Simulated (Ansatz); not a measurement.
# Ru(0001) with 2 layers of random Ru-Ag, 2x2: scattering by chemical disorder, part 2 of 2

Wanted: resistance against the alloy's length, first Ru(0001) with 2 layers of random Ru-Ag, 2x2.

Ansatz 0.2.0; Ansatz plane-wave DFT, PBE, PAW files; ballistic transport by layer matching (Landauer), zero bias; PAW set soft_1.

So far. Step 2 (With 2 alloy layers): Over the solved energies the transmission per spin lies between 3.00 and 3.06, out of 5.43 channels of the lead on average (up to 5.88).

## (3) With 6 alloy layers

System of this step: Ru(0001) with 6 layers of random Ru-Ag, 2x2. The cell holds 64 atoms: 58 Ru and 6 Ag. Its edges and angles: a = 5.412 Å, b = 5.412 Å, c = 34.255 Å, α = 90.0°, β = 90.0°, γ = 120.0°. It derives from Ru. Regions: lead, 40 atoms (40 Ru); scattering region, 24 atoms (18 Ru and 6 Ag). The structure is stacked along c, and the current runs across the ab planes.

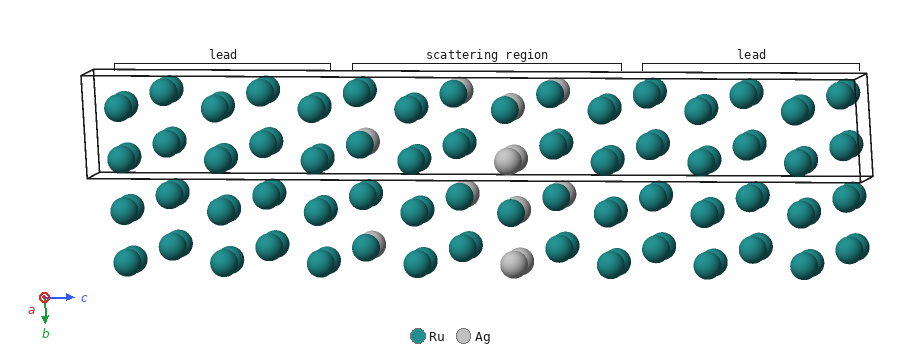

The cell of this step (ruthenium teal, silver light grey). 1×2×1 cells are drawn.

The input, input.yaml:

```yaml
crystal:
  lattice:
    - [5.4116, 0.0, 0.0]
    - [-2.7058, 4.6865830751, 0.0]
    - [0.0, 0.0, 34.2552]
  atoms:
    - { symbol: Ru, position: [0.1666666667, 0.3333333333, 0.03125] }
    - { symbol: Ru, position: [0.1666666667, 0.8333333333, 0.03125] }
    - { symbol: Ru, position: [0.6666666667, 0.3333333333, 0.03125] }
    - { symbol: Ru, position: [0.6666666667, 0.8333333333, 0.03125] }
    - { symbol: Ru, position: [0.3333333333, 0.1666666667, 0.09375] }
    - { symbol: Ru, position: [0.3333333333, 0.6666666667, 0.09375] }
    - { symbol: Ru, position: [0.8333333333, 0.1666666667, 0.09375] }
    - { symbol: Ru, position: [0.8333333333, 0.6666666667, 0.09375] }
    - { symbol: Ru, position: [0.1666666667, 0.3333333333, 0.15625] }
    - { symbol: Ru, position: [0.1666666667, 0.8333333333, 0.15625] }
    - { symbol: Ru, position: [0.6666666667, 0.3333333333, 0.15625] }
    - { symbol: Ru, position: [0.6666666667, 0.8333333333, 0.15625] }
    - { symbol: Ru, position: [0.3333333333, 0.1666666667, 0.21875] }
    - { symbol: Ru, position: [0.3333333333, 0.6666666667, 0.21875] }
    - { symbol: Ru, position: [0.8333333333, 0.1666666667, 0.21875] }
    - { symbol: Ru, position: [0.8333333333, 0.6666666667, 0.21875] }
    - { symbol: Ru, position: [0.1666666667, 0.3333333333, 0.28125] }
    - { symbol: Ru, position: [0.1666666667, 0.8333333333, 0.28125] }
    - { symbol: Ru, position: [0.6666666667, 0.3333333333, 0.28125] }
    - { symbol: Ru, position: [0.6666666667, 0.8333333333, 0.28125] }
    - { symbol: Ru, position: [0.3333333333, 0.1666666667, 0.34375] }
    - { symbol: Ag, position: [0.3333333333, 0.6666666667, 0.34375] }
    - { symbol: Ru, position: [0.8333333333, 0.1666666667, 0.34375] }
    - { symbol: Ru, position: [0.8333333333, 0.6666666667, 0.34375] }
    - { symbol: Ru, position: [0.1666666667, 0.3333333333, 0.40625] }
    - { symbol: Ru, position: [0.1666666667, 0.8333333333, 0.40625] }
    - { symbol: Ru, position: [0.6666666667, 0.3333333333, 0.40625] }
    - { symbol: Ru, position: [0.6666666667, 0.8333333333, 0.40625] }
    - { symbol: Ag, position: [0.3333333333, 0.1666666667, 0.46875] }
    - { symbol: Ru, position: [0.3333333333, 0.6666666667, 0.46875] }
    - { symbol: Ru, position: [0.8333333333, 0.1666666667, 0.46875] }
    - { symbol: Ru, position: [0.8333333333, 0.6666666667, 0.46875] }
    - { symbol: Ag, position: [0.1666666667, 0.3333333333, 0.53125] }
    - { symbol: Ag, position: [0.1666666667, 0.8333333333, 0.53125] }
    - { symbol: Ru, position: [0.6666666667, 0.3333333333, 0.53125] }
    - { symbol: Ag, position: [0.6666666667, 0.8333333333, 0.53125] }
    - { symbol: Ag, position: [0.3333333333, 0.1666666667, 0.59375] }
    - { symbol: Ru, position: [0.3333333333, 0.6666666667, 0.59375] }
    - { symbol: Ru, position: [0.8333333333, 0.1666666667, 0.59375] }
    - { symbol: Ru, position: [0.8333333333, 0.6666666667, 0.59375] }
    - { symbol: Ru, position: [0.1666666667, 0.3333333333, 0.65625] }
    - { symbol: Ru, position: [0.1666666667, 0.8333333333, 0.65625] }
    - { symbol: Ru, position: [0.6666666667, 0.3333333333, 0.65625] }
    - { symbol: Ru, position: [0.6666666667, 0.8333333333, 0.65625] }
    - { symbol: Ru, position: [0.3333333333, 0.1666666667, 0.71875] }
    - { symbol: Ru, position: [0.3333333333, 0.6666666667, 0.71875] }
    - { symbol: Ru, position: [0.8333333333, 0.1666666667, 0.71875] }
    - { symbol: Ru, position: [0.8333333333, 0.6666666667, 0.71875] }
    - { symbol: Ru, position: [0.1666666667, 0.3333333333, 0.78125] }
    - { symbol: Ru, position: [0.1666666667, 0.8333333333, 0.78125] }
    - { symbol: Ru, position: [0.6666666667, 0.3333333333, 0.78125] }
    - { symbol: Ru, position: [0.6666666667, 0.8333333333, 0.78125] }
    - { symbol: Ru, position: [0.3333333333, 0.1666666667, 0.84375] }
    - { symbol: Ru, position: [0.3333333333, 0.6666666667, 0.84375] }
    - { symbol: Ru, position: [0.8333333333, 0.1666666667, 0.84375] }
    - { symbol: Ru, position: [0.8333333333, 0.6666666667, 0.84375] }
    - { symbol: Ru, position: [0.1666666667, 0.3333333333, 0.90625] }
    - { symbol: Ru, position: [0.1666666667, 0.8333333333, 0.90625] }
    - { symbol: Ru, position: [0.6666666667, 0.3333333333, 0.90625] }
    - { symbol: Ru, position: [0.6666666667, 0.8333333333, 0.90625] }
    - { symbol: Ru, position: [0.3333333333, 0.1666666667, 0.96875] }
    - { symbol: Ru, position: [0.3333333333, 0.6666666667, 0.96875] }
    - { symbol: Ru, position: [0.8333333333, 0.1666666667, 0.96875] }
    - { symbol: Ru, position: [0.8333333333, 0.6666666667, 0.96875] }
kpoints:
  mp_grid: { grid: [5, 5, 1] }
hamiltonian:
  xc: pbe
  pseudopotentials: { kind: paw, azcp: { folder: soft_1 } }
scf:
  occupations: { method: fermi_dirac, width: 0.1 }
output:
  transmission:
    leads: [[0, 8]]
    kmesh: [10, 10]
    e_range: [-0.05, 0.05]
    de: 0.05
  write_potential: true
  write_density: true
  volumetric_format: npy
```

The run is started by

```sh
$ ansatz run input.yaml --threads 4 --pin off --max-ram 15360MiB --backend cpu --events-out ev --progress --plain --runs-dir out
```

Numbers of over 12 decimals in the logs are rounded to 6 here.

The log of the run:

```text
[...]
Crystal: 64 atoms, lattice volume = 868.777 Å³
Basis set: ecut = 420 eV, 16909 PW (Γ)
Bands: 626, of which v1, the nominal top of the filled ones, is band 521 counted from 1 (520 counted from 0)
Symmetry: 2 space group operations
[...]
k-points: 9 of 25 (time reversal used)
[...]
SCF iter   1: F=—  HF=-386538.838988 eV  |F-HF|=—  |Δ(HF+E_count)|=         —  Δρ=1.22e-1  dr2=3.04e2  ethr=3.10e-3  ⟨swp⟩=5.0  Hψ=17389  notcnv=0  defer=25
[...]
SCF iter  11: F=-386499.420418 eV  HF=-386499.420418 eV  |F-HF|=5.99e-8  |Δ(HF+E_count)|=   1.28e-8  Δρ=6.30e-7  dr2=6.03e-8  ethr=9.60e-12  ⟨swp⟩=7.4  Hψ=12949  notcnv=0
SCF 1 converged in 11 iterations: F = -386499.420418 eV  dr2 = 6.03e-8
[...]
transmission: 197 of 1953 steps passed
transmission: 392 of 1953 steps passed
[...]
transmission: 1953 of 1953 steps passed
SCF converged after 11 iterations
Free energy (F): -386499.420418 eV
[...]
Internal energy: -386497.277646 eV  (E = F + TS)
E sigma→0 (E₀):  -386498.349032 eV
Entropy (-TS):   -2.142773 eV (-33.481 meV/atom)
Fermi energy:    23.322601 eV
[...]
--- Band table (eV; the first three rows and the last of 9) ---
  k-point 0: bands = [... 517 lower, 23.9299, 23.9314, 23.9514, 23.9886, 23.9936, 24.0558, 24.0830, 24.1381, ... 101 higher]
  k-point 1: bands = [... 517 lower, 23.5739, 23.6486, 23.6715, 23.7081, 23.7216, 23.7470, 23.7923, 23.8221, ... 101 higher]
  k-point 2: bands = [... 517 lower, 23.0551, 23.0836, 23.0922, 23.1252, 23.1978, 23.2069, 23.2545, 23.2918, ... 101 higher]
  k-point 8: bands = [... 517 lower, 22.9431, 22.9889, 23.0468, 23.1010, 23.1598, 23.1752, 23.2288, 23.2474, ... 101 higher]
--- Transmission ---
  basis      : 223 plane waves across, 63 finite elements along
  points     : 31, standing for a mesh of 10 x 10
[...]
channels       : 5.280000e0 a spin
[...]
junction   : crystal 0 to crystal 0, -0.70 to 29.28 Å
    transmission   : 1.765690e0 a spin
[...]
```

It took 5.5 min on 4 threads of Intel Xeon Platinum 8488C (Sapphire Rapids), shared host; peak memory 9.3 GiB; 21 min of CPU time.

This step gave:

```
free energy                                   : -386499.4204 eV
energy at zero smearing                       : -386498.3490 eV
Fermi energy                                  : 23.32 eV
transmission per spin nearest the Fermi level : 1.766
step of the lead's potential                  : 6.7 meV
```

Per spin. Table of transmission, zone mean by energy, zero at the Fermi level:

| energy (eV) | transmission, zone mean |
| --- | --- |
| -0.0500 | 1.73 |
| 0.0000 | 1.77 |
| 0.0500 | 1.78 |

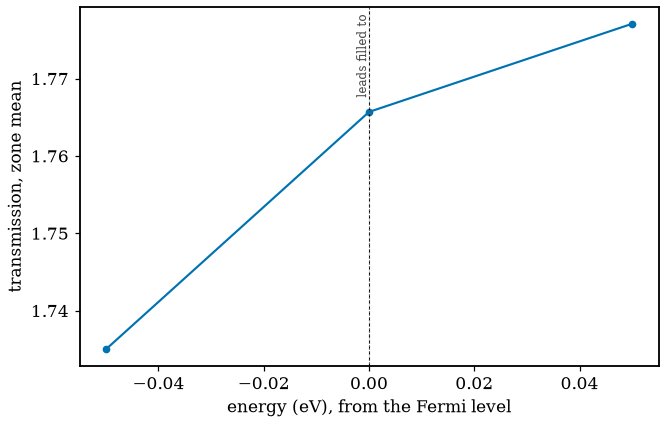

Transmission, zone mean against energy.

Over the solved energies the transmission per spin lies between 1.73 and 1.78, out of 5.48 channels of the lead on average (up to 6).

## (4) With 10 alloy layers

System of this step: Ru(0001) with 10 layers of random Ru-Ag, 2x2. The cell holds 80 atoms: 70 Ru and 10 Ag. Cell: a = 5.412 Å, b = 5.412 Å, c = 42.819 Å, α = 90.0°, β = 90.0°, γ = 120.0°. It derives from Ru. Regions: lead, 40 atoms (40 Ru); scattering region, 40 atoms (30 Ru and 10 Ag). The structure is stacked along c, and the current runs across the ab planes.

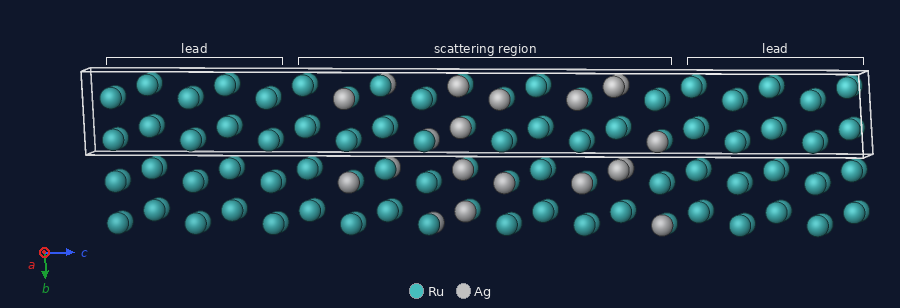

The cell of this step (ruthenium teal, silver light grey). 1×2×1 cells are drawn.

The input, input.yaml:

```yaml
crystal:
  lattice:
    - [5.4116, 0.0, 0.0]
    - [-2.7058, 4.6865830751, 0.0]
    - [0.0, 0.0, 42.819]
  atoms:
    - { symbol: Ru, position: [0.1666666667, 0.3333333333, 0.025] }
    - { symbol: Ru, position: [0.1666666667, 0.8333333333, 0.025] }
    - { symbol: Ru, position: [0.6666666667, 0.3333333333, 0.025] }
    - { symbol: Ru, position: [0.6666666667, 0.8333333333, 0.025] }
    - { symbol: Ru, position: [0.3333333333, 0.1666666667, 0.075] }
    - { symbol: Ru, position: [0.3333333333, 0.6666666667, 0.075] }
    - { symbol: Ru, position: [0.8333333333, 0.1666666667, 0.075] }
    - { symbol: Ru, position: [0.8333333333, 0.6666666667, 0.075] }
    - { symbol: Ru, position: [0.1666666667, 0.3333333333, 0.125] }
    - { symbol: Ru, position: [0.1666666667, 0.8333333333, 0.125] }
    - { symbol: Ru, position: [0.6666666667, 0.3333333333, 0.125] }
    - { symbol: Ru, position: [0.6666666667, 0.8333333333, 0.125] }
    - { symbol: Ru, position: [0.3333333333, 0.1666666667, 0.175] }
    - { symbol: Ru, position: [0.3333333333, 0.6666666667, 0.175] }
    - { symbol: Ru, position: [0.8333333333, 0.1666666667, 0.175] }
    - { symbol: Ru, position: [0.8333333333, 0.6666666667, 0.175] }
    - { symbol: Ru, position: [0.1666666667, 0.3333333333, 0.225] }
    - { symbol: Ru, position: [0.1666666667, 0.8333333333, 0.225] }
    - { symbol: Ru, position: [0.6666666667, 0.3333333333, 0.225] }
    - { symbol: Ru, position: [0.6666666667, 0.8333333333, 0.225] }
    - { symbol: Ru, position: [0.3333333333, 0.1666666667, 0.275] }
    - { symbol: Ru, position: [0.3333333333, 0.6666666667, 0.275] }
    - { symbol: Ru, position: [0.8333333333, 0.1666666667, 0.275] }
    - { symbol: Ru, position: [0.8333333333, 0.6666666667, 0.275] }
    - { symbol: Ru, position: [0.1666666667, 0.3333333333, 0.325] }
    - { symbol: Ru, position: [0.1666666667, 0.8333333333, 0.325] }
    - { symbol: Ag, position: [0.6666666667, 0.3333333333, 0.325] }
    - { symbol: Ru, position: [0.6666666667, 0.8333333333, 0.325] }
    - { symbol: Ag, position: [0.3333333333, 0.1666666667, 0.375] }
    - { symbol: Ru, position: [0.3333333333, 0.6666666667, 0.375] }
    - { symbol: Ru, position: [0.8333333333, 0.1666666667, 0.375] }
    - { symbol: Ru, position: [0.8333333333, 0.6666666667, 0.375] }
    - { symbol: Ru, position: [0.1666666667, 0.3333333333, 0.425] }
    - { symbol: Ag, position: [0.1666666667, 0.8333333333, 0.425] }
    - { symbol: Ru, position: [0.6666666667, 0.3333333333, 0.425] }
    - { symbol: Ru, position: [0.6666666667, 0.8333333333, 0.425] }
    - { symbol: Ru, position: [0.3333333333, 0.1666666667, 0.475] }
    - { symbol: Ru, position: [0.3333333333, 0.6666666667, 0.475] }
    - { symbol: Ag, position: [0.8333333333, 0.1666666667, 0.475] }
    - { symbol: Ag, position: [0.8333333333, 0.6666666667, 0.475] }
    - { symbol: Ru, position: [0.1666666667, 0.3333333333, 0.525] }
    - { symbol: Ru, position: [0.1666666667, 0.8333333333, 0.525] }
    - { symbol: Ag, position: [0.6666666667, 0.3333333333, 0.525] }
    - { symbol: Ru, position: [0.6666666667, 0.8333333333, 0.525] }
    - { symbol: Ru, position: [0.3333333333, 0.1666666667, 0.575] }
    - { symbol: Ru, position: [0.3333333333, 0.6666666667, 0.575] }
    - { symbol: Ru, position: [0.8333333333, 0.1666666667, 0.575] }
    - { symbol: Ru, position: [0.8333333333, 0.6666666667, 0.575] }
    - { symbol: Ru, position: [0.1666666667, 0.3333333333, 0.625] }
    - { symbol: Ru, position: [0.1666666667, 0.8333333333, 0.625] }
    - { symbol: Ag, position: [0.6666666667, 0.3333333333, 0.625] }
    - { symbol: Ru, position: [0.6666666667, 0.8333333333, 0.625] }
    - { symbol: Ag, position: [0.3333333333, 0.1666666667, 0.675] }
    - { symbol: Ru, position: [0.3333333333, 0.6666666667, 0.675] }
    - { symbol: Ag, position: [0.8333333333, 0.1666666667, 0.675] }
    - { symbol: Ru, position: [0.8333333333, 0.6666666667, 0.675] }
    - { symbol: Ru, position: [0.1666666667, 0.3333333333, 0.725] }
    - { symbol: Ru, position: [0.1666666667, 0.8333333333, 0.725] }
    - { symbol: Ru, position: [0.6666666667, 0.3333333333, 0.725] }
    - { symbol: Ag, position: [0.6666666667, 0.8333333333, 0.725] }
    - { symbol: Ru, position: [0.3333333333, 0.1666666667, 0.775] }
    - { symbol: Ru, position: [0.3333333333, 0.6666666667, 0.775] }
    - { symbol: Ru, position: [0.8333333333, 0.1666666667, 0.775] }
    - { symbol: Ru, position: [0.8333333333, 0.6666666667, 0.775] }
    - { symbol: Ru, position: [0.1666666667, 0.3333333333, 0.825] }
    - { symbol: Ru, position: [0.1666666667, 0.8333333333, 0.825] }
    - { symbol: Ru, position: [0.6666666667, 0.3333333333, 0.825] }
    - { symbol: Ru, position: [0.6666666667, 0.8333333333, 0.825] }
    - { symbol: Ru, position: [0.3333333333, 0.1666666667, 0.875] }
    - { symbol: Ru, position: [0.3333333333, 0.6666666667, 0.875] }
    - { symbol: Ru, position: [0.8333333333, 0.1666666667, 0.875] }
    - { symbol: Ru, position: [0.8333333333, 0.6666666667, 0.875] }
    - { symbol: Ru, position: [0.1666666667, 0.3333333333, 0.925] }
    - { symbol: Ru, position: [0.1666666667, 0.8333333333, 0.925] }
    - { symbol: Ru, position: [0.6666666667, 0.3333333333, 0.925] }
    - { symbol: Ru, position: [0.6666666667, 0.8333333333, 0.925] }
    - { symbol: Ru, position: [0.3333333333, 0.1666666667, 0.975] }
    - { symbol: Ru, position: [0.3333333333, 0.6666666667, 0.975] }
    - { symbol: Ru, position: [0.8333333333, 0.1666666667, 0.975] }
    - { symbol: Ru, position: [0.8333333333, 0.6666666667, 0.975] }
kpoints:
  mp_grid: { grid: [5, 5, 1] }
hamiltonian:
  xc: pbe
  pseudopotentials: { kind: paw, azcp: { folder: soft_1 } }
scf:
  occupations: { method: fermi_dirac, width: 0.1 }
output:
  transmission:
    leads: [[0, 8]]
    kmesh: [10, 10]
    e_range: [-0.05, 0.05]
    de: 0.05
  write_potential: true
  write_density: true
  volumetric_format: npy
```

The log of the run:

```text
[...]
Crystal: 80 atoms, lattice volume = 1085.972 Å³
Basis set: ecut = 420 eV, 21185 PW (Γ)
Bands: 786, of which v1, the nominal top of the filled ones, is band 655 counted from 1 (654 counted from 0)
Symmetry: 1 space group operations
[...]
k-points: 13 of 25 (time reversal used)
[...]
SCF iter   1: F=—  HF=-487446.680715 eV  |F-HF|=—  |Δ(HF+E_count)|=         —  Δρ=1.21e-1  dr2=6.66e2  ethr=3.10e-3  ⟨swp⟩=5.0  Hψ=31237  notcnv=0  defer=50
[...]
SCF iter  11: F=-487398.142396 eV  HF=-487398.142396 eV  |F-HF|=5.76e-8  |Δ(HF+E_count)|=   1.69e-8  Δρ=7.94e-7  dr2=5.86e-8  ethr=7.63e-12  ⟨swp⟩=7.5  Hψ=24551  notcnv=0
SCF 1 converged in 11 iterations: F = -487398.142396 eV  dr2 = 5.86e-8
[...]
transmission: 417 of 4160 steps passed
transmission: 832 of 4160 steps passed
[...]
transmission: 4160 of 4160 steps passed
SCF converged after 11 iterations
Free energy (F): -487398.142396 eV
[...]
Internal energy: -487395.411534 eV  (E = F + TS)
E sigma→0 (E₀):  -487396.776965 eV
Entropy (-TS):   -2.730862 eV (-34.136 meV/atom)
Fermi energy:    23.312679 eV
[...]
--- Band table (eV; the first three rows and the last of 13) ---
  k-point 0: bands = [... 651 lower, 23.8934, 23.9160, 23.9247, 23.9619, 23.9790, 23.9905, 23.9959, 24.0368, ... 127 higher]
  k-point 1: bands = [... 651 lower, 23.5660, 23.5895, 23.6023, 23.6466, 23.6766, 23.6822, 23.7119, 23.7389, ... 127 higher]
  k-point 2: bands = [... 651 lower, 23.0652, 23.0768, 23.0870, 23.0963, 23.1439, 23.1891, 23.2078, 23.2513, ... 127 higher]
  k-point 12: bands = [... 651 lower, 23.1932, 23.2355, 23.2523, 23.2707, 23.3006, 23.3250, 23.3329, 23.3470, ... 127 higher]
--- Transmission ---
  basis      : 223 plane waves across, 80 finite elements along
  points     : 52, standing for a mesh of 10 x 10
[...]
channels       : 5.280000e0 a spin
[...]
junction   : crystal 0 to crystal 0, 1.44 to 39.98 Å
    transmission   : 1.381506e0 a spin
[...]
```

Run time: 13 min. Hardware: 4 threads; peak memory 8.7 GiB; 50 min of CPU time.

This step gave:

| Quantity | Value |
| --- | --- |
| free energy | -487398.1424 eV |
| energy at zero smearing | -487396.7770 eV |
| Fermi energy | 23.31 eV |
| transmission per spin nearest the Fermi level | 1.382 |
| step of the lead's potential | 7.1 meV |

Per spin. Transmission, zone mean against energy, zero at the Fermi level:

| energy (eV) | transmission, zone mean |
| --- | --- |
| -0.0500 | 1.35 |
| 0.0000 | 1.38 |
| 0.0500 | 1.40 |

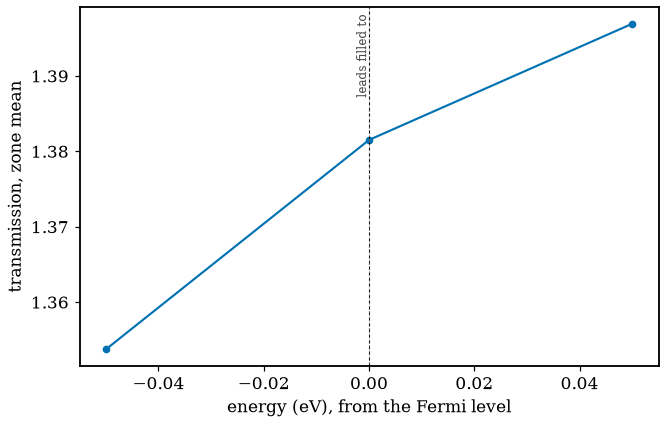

Transmission, zone mean against energy.

Over the solved energies the transmission per spin lies between 1.35 and 1.40, out of 5.5 channels of the lead on average (up to 6.06).

## (5) The fit

This step: Ansatz plane-wave DFT, PBE, PAW files; ballistic transport by layer matching (Landauer), zero bias; residual resistivity from the slope of the area resistance, atoms on the host's lattice; PAW set soft_1 (Ansatz 0.2.0).

Numbers from this step:

```yaml
resistivity: 76.18 µΩ cm
intercept: 0.1951 fΩ m²
scatter_about_the_fit: 0.06335 fΩ m²
```

Resistance, by row:

| run | length (Å) | T | channels N | RA (fΩ m²) |
| --- | --- | --- | --- | --- |
| n2 | 4.282 | 3.032 | 5.427 | 0.4765 |
| n6 | 12.85 | 1.759 | 5.48 | 1.263 |
| n10 | 21.41 | 1.377 | 5.5 | 1.781 |

Area resistance against length of the alloy:

| length of the alloy (Å) | area resistance (fΩ m²) |
| --- | --- |
| 4.28 | 0.477 |
| 12.85 | 1.26 |
| 21.41 | 1.78 |

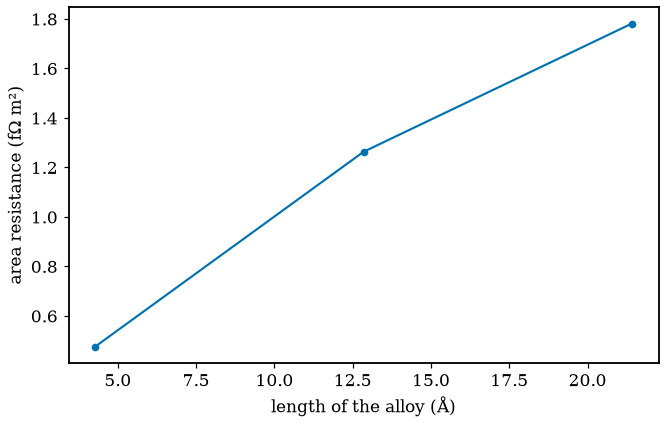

Area resistance against length of the alloy.

The area resistance goes from 0.48 to 1.8 fΩ m² between 4.3 and 21.4 Å, a slope of 76 µΩ cm.

By hand from the end points: (1.781 − 0.4765) fΩ m² / (21.41 − 4.28) Å = 76 µΩ cm, since 1 fΩ m² per Å is 1000 µΩ cm.

## (6) Outcome

```json
{
 "resistivity from the slope": "76.2 µΩ cm",
 "area resistance over 4.28 Å": "0.477 fΩ m²",
 "area resistance over 12.8 Å": "1.26 fΩ m²",
 "area resistance over 21.4 Å": "1.78 fΩ m²"
}
```

**Reading.** The slope gives 76 µΩ cm. The points scatter by 0.063 fΩ m² about the line, with one random draw a length in a 2x2 cell, so the slope is a rough value. The lead's own channel count moves between the runs (5.43, 5.48 and 5.5), which shifts RA and the slope too. Read with a model of isotropic scattering on a spherical Fermi surface and the lead's 1.7×10¹⁵ S/m², this slope means a mean free path near 6.0 Å; over these lengths the model's slope is within 3 % of its bulk resistivity, though a free path of a few ångströms strains the picture. The draw over the shortest length came out nearly ordered, with 8 symmetry operations, so that point is a poor sample of a random alloy. The atoms sit on the host's lattice, so scattering by size misfit is left out.

[Logs are printed without paths, hosts, clocks, repeated set-up lines and the standing remarks that a program may print on its own settings, such as how far it seeks lower states.]

[Hosts, paths, dates, database ids (printed as entryN), source tags and the programs' standing remarks are cut or masked in the printed files.]
